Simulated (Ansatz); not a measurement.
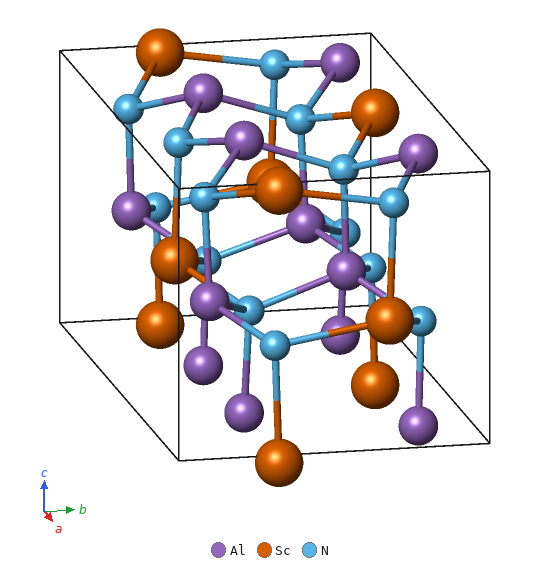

Crystal structure, ball-and-stick style, seen slightly off an axis. The conventional unit cell is outlined; an atom on or near a face, edge or corner is repeated at each equivalent position.

What structure is drawn here?

- Its composition is ScAl2N3.
- The symmetry is that of Cmc2_1 (No. 36), on a base-centred orthorhombic lattice.
- Cell content: 4 Sc, 8 Al, 12 N, that is 4 formula units.
- The numbers of neighbours within bonding distance are Sc 4, Al 4 and N 4.

Provenance: a structure listed in the Materials Project, with elements exchanged, so it need not be a known form of the compound. Earlier steps of the study, as a rule a relaxation of our own, may have changed the cell and positions, so they can lie some per cent off the listed ones. Ansatz was used for an electronic-structure calculation on it.
